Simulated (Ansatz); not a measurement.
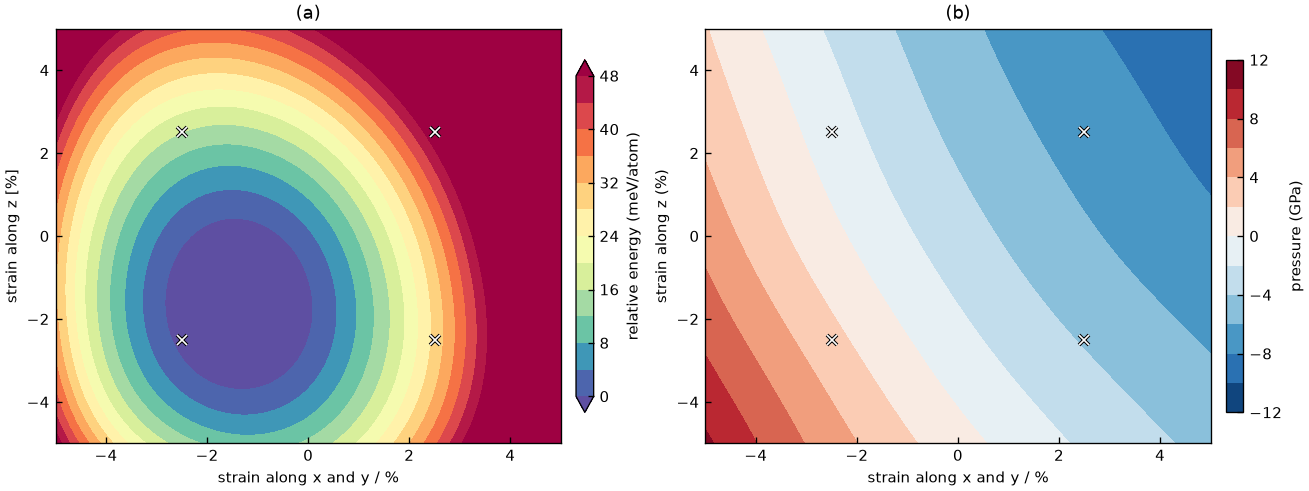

Ge (Cmmm, No. 65; 1 atom in the cell). The cell is strained homogeneously, by one strain along x and y and another along z, with fractional coordinates fixed (x along [1 0 0], z along [0 0 1] of the conventional cell). First axis: strain along x and y. Second axis: strain along z. The grid has 5 × 5 points. At 4 points there is no value. Points are written as (first, second). Energies are in meV/atom, from the lowest grid point. The reference cell is the one listed in the database, not relaxed at this level. Method: Ansatz 0.2.0, DFT r2SCAN, scalar-relativistic, plane waves, PAW. Settings: cutoff 500 eV, k-mesh 20×20×18 in the order of the run's cell vectors, gaussian smearing 0.15 eV, no spin polarisation.

Panel (a) is the energy; panel (b) is the computed pressure, in GPa.

Drawn: filled contours, crosses at grid points without a value, one colour for all values above the top of the scale. Between grid points the surface is interpolated.

### How does the pressure vary over the map, and what is it at the lowest grid point?

It runs from −9.4 GPa at (5.0 %, 5.0 %) to 10.4 GPa at (−5.0 %, −5.0 %). At the lowest grid point, (0.0 %, −2.5 %), it is −1.4 GPa.

```
strain along z ↓, strain along x and y →  −5.0  −2.5   0.0   2.5   5.0
                                     5.0   2.1  −2.3  −5.5  −7.8  −9.4
                                     2.5   3.5     –  −4.4     –  −8.6
                                     0.0   5.3   0.5  −3.1  −5.7  −7.6
                                    −2.5   7.6     –  −1.4     –  −6.2
                                    −5.0  10.4   4.9   0.8  −2.3  −4.5
```
